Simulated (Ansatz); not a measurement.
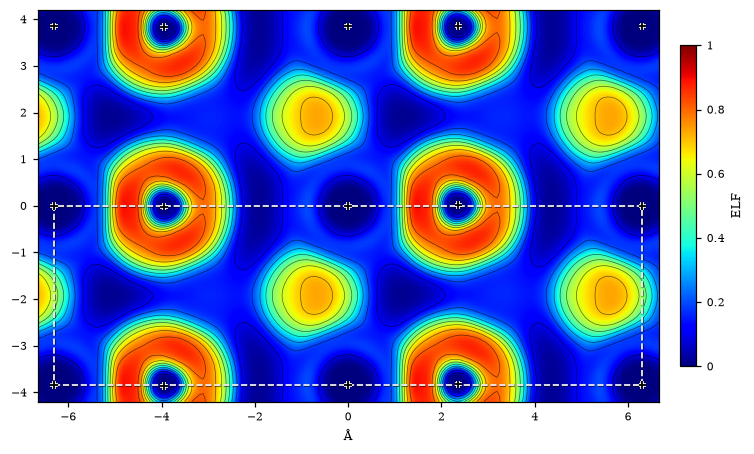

The electron localisation function on a plane through atoms (crosses mark nuclei in the plane).

Method: DFT PBE, scalar-relativistic, plane waves, PAW in Ansatz.

Candidates:
A. WS2, a = 3.25 Å, b = 5.50 Å, c = 14.80 Å, α = 90.00°, β = 90.00°, γ = 90.02°. Space group Cmcm; a structure from a database of computed crystals, not necessarily the ambient phase; changed on purpose from its base cell (uniaxial strain along a, b, c and atoms relaxed: +2.0 %).
B. ZnS, a = 3.85 Å, b = 3.85 Å, c = 12.61 Å, α = 90.00°, β = 90.00°, γ = 120.00°. Space group P1.

Which candidate gave the map?

Candidate B: ZnS on the (11̄0) plane of the conventional cell, which holds Zn and S. Zn–S (2.36 Å): the ELF peaks at about 0.90 in the valence shell of S, 0.9 Å from its nucleus, and is about 0.55 at the midpoint.
